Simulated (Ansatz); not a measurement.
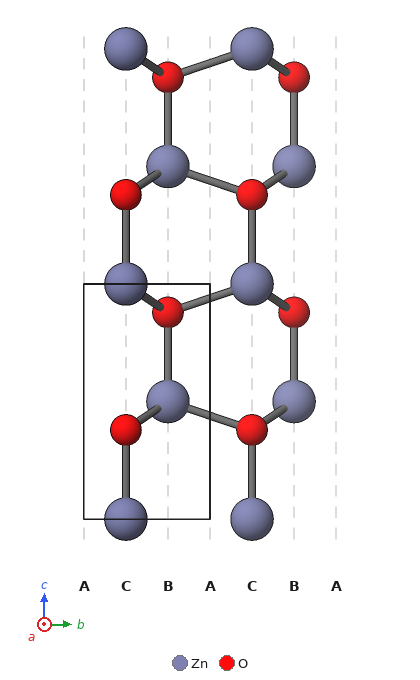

Projection along an edge of the hexagonal mesh, stacking direction c upwards. The dashed lines mark the three columns A (0, 0), B (1/3, 2/3) and C (2/3, 1/3). The sequence starts with the first layer at or above the cell's origin.

The compound is ZnO, taken as the geometry relaxed at fixed volume with DFT PBE, scalar-relativistic, plane waves, PAW (Ansatz 0.2.0).

Read off the stacking sequence over one period.

Zn(C) – O(C) – Zn(B) – O(B) (four layers in 5.46 Å).

How are the O layers alone stacked?

O layers alone: CB, the hexagonal close-packed type.

Which positions between or in the O layers do the other atoms fill?

Zn: two tetrahedral sites (per hexagonal cell).

What short polytype symbol fits?

Polytype symbol 2H, the symbol of a tetrahedral polytype (number of double layers in the repeat and lattice).
